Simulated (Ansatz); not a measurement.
Given this structure, the geometry relaxed with Ansatz, DFT, PBE, plane waves (420 eV) with PAW, scalar-relativistic; the starting structure was generated, so it need not be a known form of this composition, written in its standard cell:

```
Al
1.0
     5.13601    0.00000    0.00000
     0.00000    5.13601    0.00000
     0.00000    0.00000    5.13601
Al
8
Direct
  0.00000 0.00000 0.00000
  0.50000 0.50000 0.50000
  0.25000 0.00000 0.50000
  0.75000 0.00000 0.50000
  0.50000 0.25000 0.00000
  0.50000 0.75000 0.00000
  0.00000 0.50000 0.25000
  0.00000 0.50000 0.75000
```

What does the kinematic electron diffraction pattern along [110] look like at 200 kV (B = 1 Å²)?

The spots form a rectangular net whose two shortest vectors correspond to d = 3.63 Å and 2.57 Å, 90.0° apart. They are 1 -1 0 (itself too weak to see) and 0 0 2. The pattern has symmetry 2mm. A glide plane extinguishes reflections such as 1 -1 -1, 1 -1 1, 2 -2 -1; a screw axis and a glide plane both extinguish reflections such as 0 0 1, 0 0 3, 0 0 5; reflections such as 1 -1 0, 2 -2 0, 1 -1 -4 are allowed but too weak to see at this display level.

Strongest reflections with d > 1.00 Å, one of each family (|F|² from tabulated Gaussian fits of the electron scattering factors, times a small damping for the curvature of the Ewald sphere):

```json
{"hkl": "0 0 2", "d (Å)": "2.568", "I (strongest = 100)": "100"}
{"hkl": "1 -1 2", "d (Å)": "2.097", "I (strongest = 100)": "58"}
{"hkl": "0 0 4", "d (Å)": "1.284", "I (strongest = 100)": "53"}
{"hkl": "2 -2 2", "d (Å)": "1.483", "I (strongest = 100)": "21"}
{"hkl": "3 -3 2", "d (Å)": "1.095", "I (strongest = 100)": "8"}
```

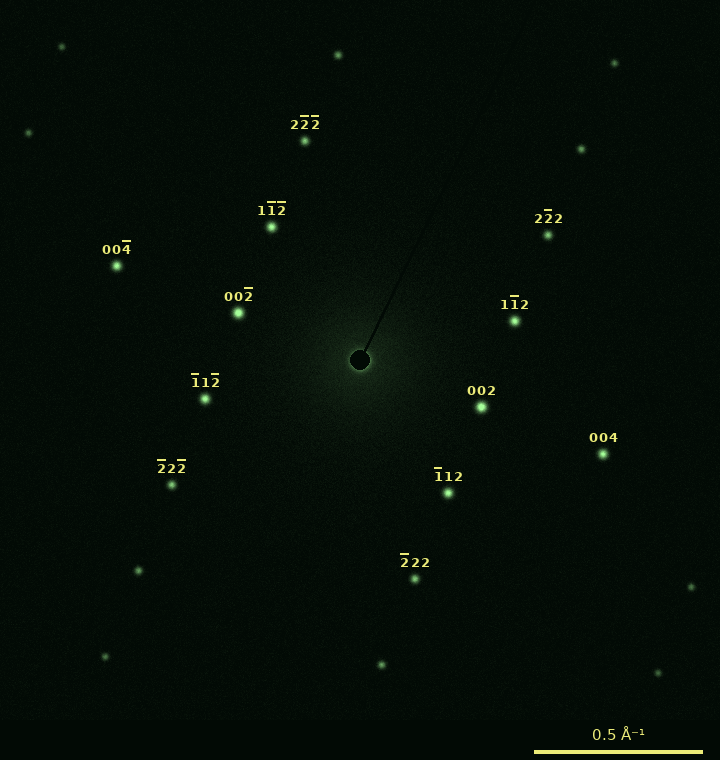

Calculated pattern, seen from the source side with [110] pointing towards the source.
